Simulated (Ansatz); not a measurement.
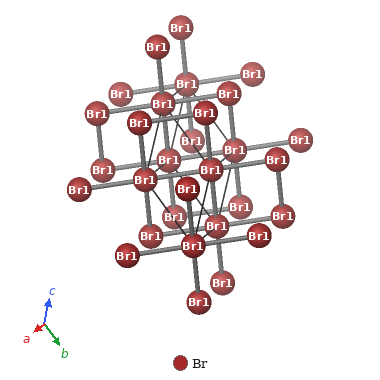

The system is Br (I4/mmm, No. 139; 1 atom in the cell); the picture shows the reference structure. 
- The energy is mapped over the lattice constants a and c of the conventional cell.
- First axis: lattice constant a (and b). Second axis: lattice constant c.
- Nothing is relaxed (symmetry fixes all fractional coordinates).
- The grid has 7 × 7 points.
- All energies are given in meV/atom relative to the lowest grid point.
- The D3 coefficients switch with the coordination numbers inside this range, which puts artificial structure into the map. The runs have no spin polarisation; a magnetic state may lie lower.
- Computed with DFT PBE+D3(BJ), scalar-relativistic, plane waves, PAW (Ansatz). Settings: cutoff 420 eV, k-mesh 22×22×22, gaussian smearing 0.15 eV, no spin polarisation.

Its coordinates:

```
CELL_PARAMETERS angstrom
-1.42165 1.42165 3.55321
1.42165 -1.42165 3.55321
1.42165 1.42165 -3.55321
ATOMIC_POSITIONS crystal
Br 0.00000 0.00000 0.00000
```

Range: lattice constant a (and b) from 2.701 to 2.986 Å; lattice constant c from 6.083 to 8.130 Å.

Question: Predict the map.

Answer: The lowest grid point is at lattice constant a (and b) = 2.843 Å, lattice constant c = 7.106 Å. The highest grid point, lattice constant a (and b) = 2.701 Å, lattice constant c = 6.083 Å, lies 149 meV/atom above the lowest.

```tsv
lattice constant c ↓, lattice constant a (and b) →	2.701	2.748	2.796	2.843	2.891	2.938	2.986
8.130	110	57	28	19	25	45	75
7.789	100	47	19	10	17	37	67
7.447	91	40	12	3	10	30	61
7.106	87	36	8	0	8	28	59
6.765	90	40	13	5	12	33	63
6.424	108	58	31	22	30	49	79
6.083	149	99	71	61	67	86	114
```

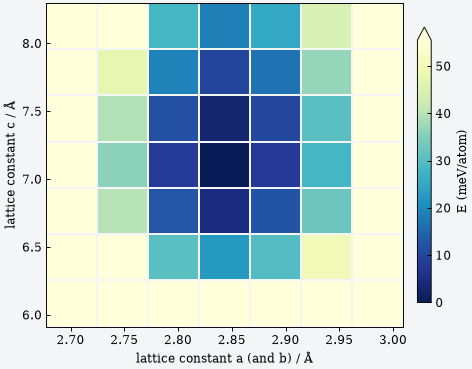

In the figure: one coloured cell a grid point, one colour for all values above the top of the scale.

Time for the 49 points that were run: 4.9 min on 1 thread of Intel(R) Xeon(R) 6975P-C (Granite Rapids) (shared host).
